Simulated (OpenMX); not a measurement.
**W: 7 runs along one coordinate**

System: W (Im-3m, 1 atom in the cell).
Method: Kohn-Sham DFT of a periodic cell, PBE, OpenMX 2013 PBE set, no spin polarisation (OpenMX 3.8.5).

The 7 runs differ only in the geometry, by an even scaling of the cell at fixed fractional positions. The structure derives from an entry of the Crystallography Open Database.

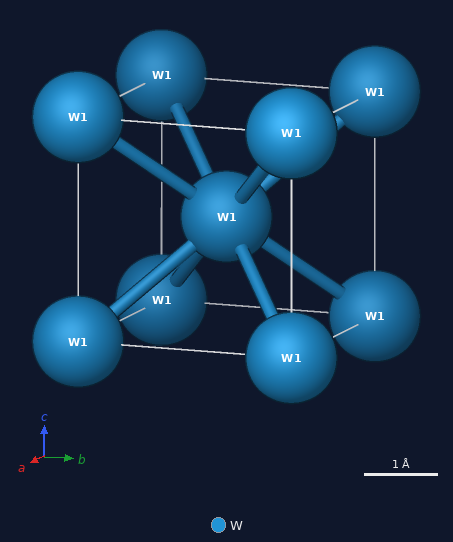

Figure 1. The structure of run 4 (ball-and-stick view of the cell 2 times as large as that of the calculation, set on its symmetry axes, seen slightly off an axis; atoms are numbered from 1 in the order of the input).

### Input of run 4
```
System.CurrrentDirectory             ./
System.Name                          W
DATA.PATH                            ./DFT_DATA13
level.of.stdout                      1
level.of.fileout                     0
Species.Number                       1
<Definition.of.Atomic.Species
  W   W7.0-s3p2d2f1          W_PBE13
Definition.of.Atomic.Species>

Atoms.Number                         1
Atoms.SpeciesAndCoordinates.Unit     FRAC
<Atoms.SpeciesAndCoordinates
    1  W     0.0000000000    0.0000000000    0.0000000000   6.000  6.000
Atoms.SpeciesAndCoordinates>

Atoms.UnitVectors.Unit               Ang
<Atoms.UnitVectors
    -1.5823450000    1.5823450000    1.5823450000
     1.5823450000   -1.5823450000    1.5823450000
     1.5823450000    1.5823450000   -1.5823450000
Atoms.UnitVectors>

scf.XcType                           GGA-PBE
scf.SpinPolarization                 off
scf.ElectronicTemperature            580.226
scf.energycutoff                     400.0
scf.maxIter                          100
scf.EigenvalueSolver                 band
scf.Kgrid                            13 13 13
scf.Mixing.Type                      rmm-diisk
scf.Init.Mixing.Weight               0.05
scf.Min.Mixing.Weight                0.001
scf.Max.Mixing.Weight                0.3
scf.Mixing.History                   25
scf.Mixing.StartPulay                8
scf.criterion                        1.0e-8
scf.stress.tensor                    on
MD.Type                              nomd
```

Command:
```bash
openmx W.dat -nt 1 > W.std
```

Run 3 has the same physical settings and fractional positions; its lattice vectors (Å) are:
```
  -1.571725    1.571725    1.571725
   1.571725   -1.571725    1.571725
   1.571725    1.571725   -1.571725
```

### Results, with one run withheld

```csv
run,volume per atom (Å³),"free energy per atom, from the lowest run given (meV)"
1,14.897,108.83
2,15.214,58.87
3,15.531,?
4,15.848,5.81
5,16.165,0.00
6,16.482,5.98
7,16.798,22.63
```

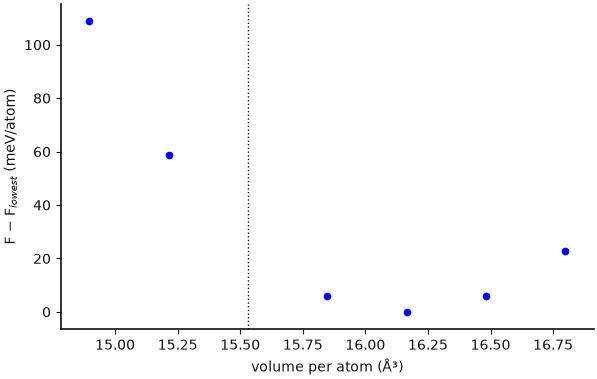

Figure 2. Free energy per atom of the runs given; the dotted line marks run 3.

Estimate the energy of run 3 from the others.

A cubic polynomial in V^(−2/3) (the Birch–Murnaghan form), fitted to the 6 runs given, misses them by at most 0.08 meV per atom. With x = V^(−2/3) − 0.15830 Å⁻², it reads F = 4.8052 + 5265.1 x + 1.431e+06 x² + 9.534e+05 x³ (meV per atom). At run 3 it gives 25.03 meV per atom, and the run itself gives 24.99. The fit has its minimum at 16.159 Å³ per atom, where V d²F/dV² gives 308 GPa: the bulk modulus at this level, since symmetry fixes the shape and the positions.

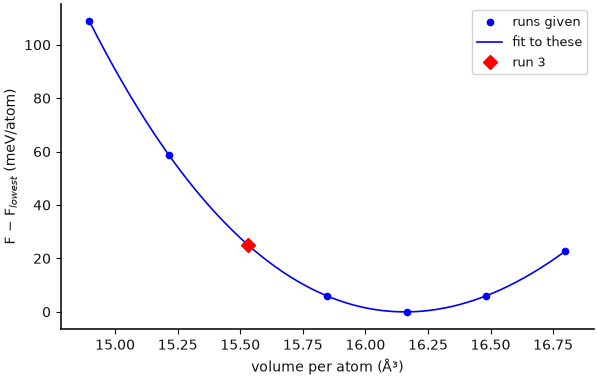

Figure 3. The fit and the withheld run.

### Some lines of the output (run 3)
```
[...]
  Cell_Volume =    104.805991657550 (Bohr^3)
        Total energy (Hartree) at MD = 1
   kloop=0
   kloop=1
   kloop=1098
```

Notes: Spin–orbit coupling is left out, which matters for W. With a small basis of atomic orbitals these values can differ much from converged plane-wave results.
